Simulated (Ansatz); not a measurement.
HCl: several calculations on one system

**1. Relaxation**

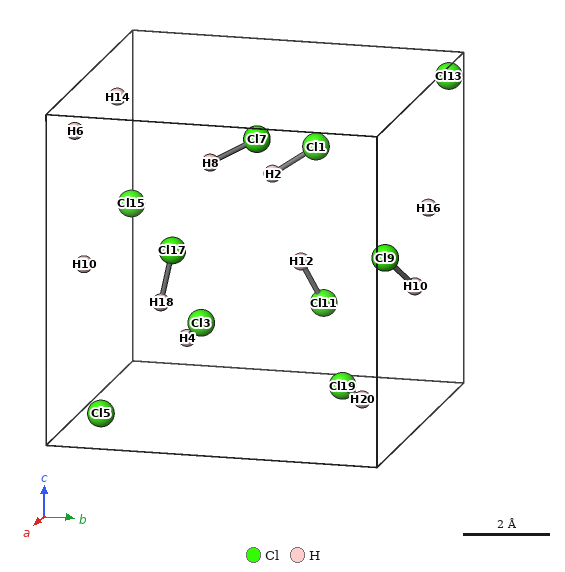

This is the input geometry for a relaxation of an amorphous cell of composition HCl. A ball-and-stick model of the cell of the calculation, seen slightly off an axis.

The cell holds 10 HCl. The run prepares the start of a later molecular dynamics calculation, from a guessed geometry.

These are results of DFT PBE-D3(BJ), scalar-relativistic, plane waves, PAW (Ansatz 0.2.0), not measurements.

The input:
```yaml
crystal:
  lattice:
    - [7.98957, 0.0, 0.0]
    - [0.0, 7.98957, 0.0]
    - [0.0, 0.0, 7.98957]
  atoms:
    - { symbol: Cl, position: [0.1525333, 0.5936625, 0.7267554] }
    - { symbol: H, position: [0.1512395, 0.46186, 0.6356928] }
    - { symbol: Cl, position: [0.4832841, 0.3335697, 0.2610443] }
    - { symbol: H, position: [0.3661486, 0.2597954, 0.1804053] }
    - { symbol: Cl, position: [0.7370031, 0.0969149, 1.0358403] }
    - { symbol: H, position: [0.7899667, 0.0317732, 0.8993946] }
    - { symbol: Cl, position: [0.663701, 0.5490598, 0.8768392] }
    - { symbol: H, position: [0.7597147, 0.4328056, 0.8226883] }
    - { symbol: Cl, position: [0.6771268, 0.9403938, 0.54743] }
    - { symbol: H, position: [0.5766986, 1.0037398, 0.4398779] }
    - { symbol: Cl, position: [0.0798268, 0.5976814, 0.2356238] }
    - { symbol: H, position: [0.1422903, 0.5455182, 0.3736213] }
    - { symbol: Cl, position: [0.1220738, -0.012733, 0.9587786] }
    - { symbol: H, position: [0.2471669, 0.0179243, 0.8635008] }
    - { symbol: Cl, position: [0.1873295, 0.0450455, 0.52691] }
    - { symbol: H, position: [0.3064902, -0.0262273, 0.6068282] }
    - { symbol: Cl, position: [0.7461111, 0.3152644, 0.5456689] }
    - { symbol: H, position: [0.7558191, 0.282966, 0.3890529] }
    - { symbol: Cl, position: [0.400746, 0.7391106, 0.0766372] }
    - { symbol: H, position: [0.5306418, 0.8328647, 0.0748305] }
basis:
  ecutwfc: 420.0
kpoints:
  mp_grid: { grid: [1, 1, 1] }
hamiltonian:
  xc: pbe
  dispersion: d3bj
scf:
  occupations: { method: fermi_dirac, width: 0.05 }
  lower_state_search: "off"
relax:
  f_tol: 0.3
  max_steps: 15
  adjacent_minimum: "off"
```

Run as
```bash
ansatz run input.yaml --threads 1 --pin off --max-ram 3072MiB --backend cpu --events-out ev --progress --plain --runs-dir out
```

> Where does the relaxation end?

The energy falls by 1.820 eV per cell of the calculation in 12 accepted moves (13 points after the start). Largest force component: 0.96 eV/Å at the start, 0.25 eV/Å at the end. 1 step only repeated the SCF at the same geometry. The largest move is that of Cl13, 1.64 Å along +b. By element the largest moves are Cl 1.64 Å, H 1.45 Å. The cell doesn't change. Among the contacts that change: Cl15–H16 1.280 → 1.315 Å, Cl11–H12 1.280 → 1.313 Å, Cl1–H2 1.280 → 1.296 Å. The run took 25 s on 1 thread of Arm Neoverse V2, with other jobs on the host, peak memory 0.42 GiB.

History of the run:

```
step  E − E(0), meV/atom  largest force component, eV/Å                         note
   0                0.00                         0.9617                             
   1              -21.37                         0.3802                             
   2              -35.49                         0.6576                             
   3              -46.23                         0.4471                             
   4              -54.06                         0.3587                             
   5              -62.26                         0.8658                             
   6              -69.21                         1.3464                             
   7              -76.04                         0.4760                             
   8              -81.16                         0.3267                             
   9              -83.94                         0.7399                             
  10              -88.14                         0.2895                             
  11              -88.14                         0.2896  same geometry, SCF repeated
  12              -89.97                         0.1634                             
  13              -90.99                         0.2450
```

The structure at the end:

```
CELL_PARAMETERS angstrom
7.98957 0.00000 0.00000
0.00000 7.98957 0.00000
0.00000 0.00000 7.98957
ATOMIC_POSITIONS crystal
Cl 0.18371 0.53239 0.65113
H 0.19984 0.37289 0.62648
Cl 0.42045 0.31457 0.28772
H 0.31350 0.26513 0.17442
Cl 0.68931 0.05040 0.05786
H 0.78624 0.93436 0.99503
Cl 0.75946 0.59987 0.87230
H 0.89668 0.55002 0.80011
Cl 0.59863 0.85069 0.47952
H 0.66645 0.99955 0.46156
Cl 0.96337 0.54605 0.26361
H 0.07227 0.56505 0.38528
Cl 0.11635 0.19239 0.97491
H 0.18870 0.09325 0.86689
Cl 0.19889 0.00171 0.57692
H 0.35287 0.95254 0.54581
Cl 0.80863 0.24694 0.54096
H 0.84857 0.33779 0.40969
Cl 0.34238 0.76661 0.04473
H 0.46962 0.86878 0.06251
```

After the run, drawn alike:

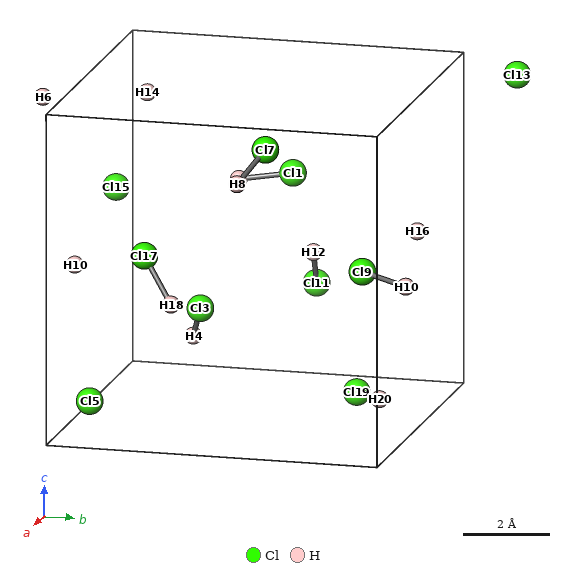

Limits of the set-up: the periodic images lie only 8.0 Å apart, so the values are limited by the cell's size.

**2. Dynamics**

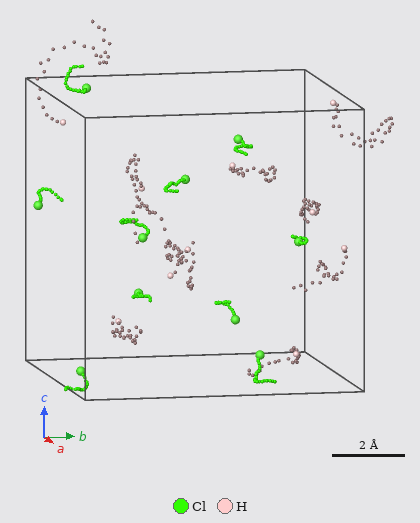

A Born-Oppenheimer molecular dynamics run of a periodic cell with 10 HCl at 1.187 g/cm³, 225 fs long. Dots mark each atom's position at evenly spaced times, in the colour of its element; spheres stand at the starting positions. Seen slightly off an axis in the simulation cell.

Computed with DFT PBE-D3(BJ), scalar-relativistic, plane waves, PAW in Ansatz 0.2.0. Settings: plane-wave cutoff 420 eV; k-point mesh 1 × 1 × 1; Fermi-Dirac smearing 0.05 eV; Langevin thermostat (NVT); set temperature 700 K; time step 0.75 fs; H given the mass 2.014 u; friction 0.02 per fs.

Question: Describe the motion.

Answer: Root-mean-square distances from the starting positions over the second half, with the common drift of all atoms taken out: H 1.57 Å, Cl 0.61 Å. The heavy atoms stay within a fraction of a molecule's size of their starting places, while the hydrogen atoms travel further, as molecules turn; so short a run doesn't tell a liquid from a solid.

Limits of the set-up: masses were changed (H 2.014 u), which shifts the vibrations; the periodic images lie only 8.0 Å apart, so the values are limited by the cell's size.

Cost: 7.4 min on 1 thread of Arm Neoverse V2, on a shared host, peak memory 0.45 GiB.

**3. Dynamics**

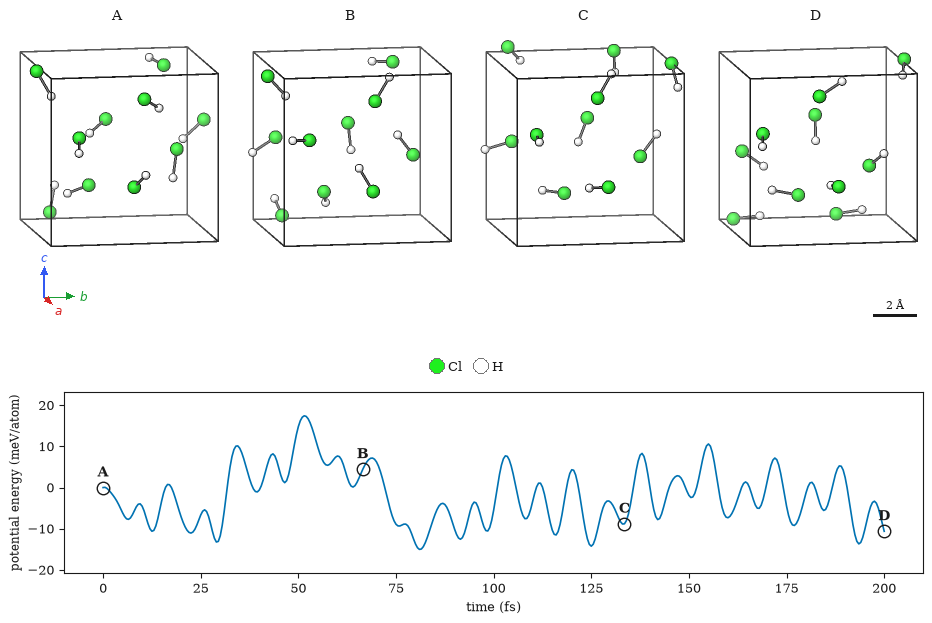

First-principles dynamics of a periodic cell with 10 HCl at 1.187 g/cm³, 200 fs long. It starts from the last geometry of an earlier run, with fresh velocities. Frames (A at 0 fs, B at 66 fs, C at 134 fs, D at 200 fs) and the history of the run. The picture is a ball-and-stick view of the simulation cell, seen slightly off an axis. Atoms that leave the cell re-enter on the other side.

Level of theory: Ansatz 0.2.0, DFT PBE-D3(BJ), scalar-relativistic, plane waves, PAW. Settings: plane-wave cutoff 420 eV; k-point mesh 1 × 1 × 1; Fermi-Dirac smearing 0.05 eV; Nosé-Hoover thermostat (NVT); set temperature 700 K; time step 0.5 fs; H given the mass 2.014 u; thermostat time 50.0 fs.

Question: What happens in this trajectory?

Answer: Over the second half the temperature averages 754 K (spread ±49 K). The potential energy in the second half lies on average 2.3 meV per atom below the first frame. Root-mean-square distances from the starting positions over the second half, with the common drift of all atoms taken out: H 1.59 Å, Cl 0.84 Å. The molecules turn and drift from their places.

Limits of the set-up: masses were changed (H 2.014 u), which shifts the vibrations; the periodic images lie only 8.0 Å apart, so the values are limited by the cell's size.

Cost: 8.5 min on 1 thread of Arm Neoverse V2, with other jobs on the host, peak memory 0.44 GiB.
